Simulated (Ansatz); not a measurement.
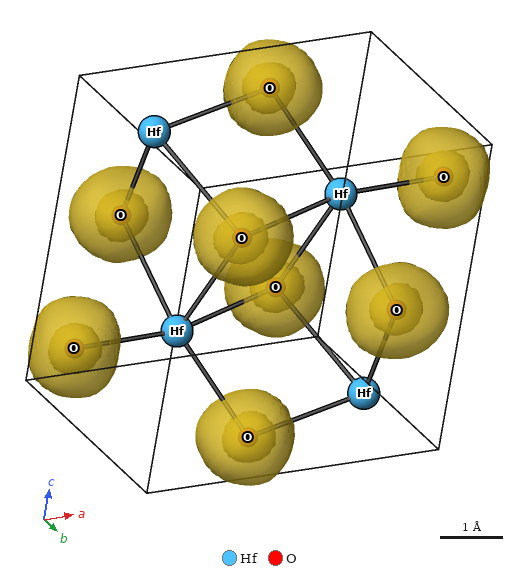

The picture shows: HfO₂. Isosurface of the ELF at 0.75 (yellow), seen at an oblique angle. Core shells and regions of very low density are left out. Sticks mark near contacts.

Space group P-1.

Computed with DFT PBE, scalar-relativistic, plane waves, PAW (Ansatz 0.2.0).

```
Hf O
1.0
    -5.10778   -0.04360    0.03892
    -0.04393   -5.27450    0.03363
    -0.89654   -0.04149    5.27399
Hf O
4 8
Cartesian
  -3.9223 -5.0885 1.1582
  -1.6939 -2.4169 1.5559
  -2.1263 -0.2713 4.1885
  -4.3545 -2.9431 3.7908
  -3.2676 -1.3159 2.5482
  -2.3483 -3.9337 0.1679
  -2.7800 -4.0433 2.7986
  -3.7005 -1.4267 5.1788
  -5.0938 -3.5708 1.8769
  -0.4985 -0.8863 0.8320
  -0.9536 -1.7881 3.4693
  -5.5503 -4.4730 4.5144
```

What do the ELF domains correspond to?

The ELF exceeds this value in eight regions wrapped around O (the valence shell of each), counted in one cell of 12 atoms. Any copies at cell faces, edges or corners count once. Profiles from the grid: Hf–O (2.05 Å): the ELF peaks at about 0.85 in the valence shell of O, 0.6 Å from its nucleus, and drops to about 0.20 between the two atoms; no shared electron pair shows on this line. Hf–O (2.15 Å): the ELF peaks at about 0.85 in the valence shell of O, 0.6 Å from its nucleus, and drops to about 0.20 between the two atoms (no shared electron pair shows on this line).
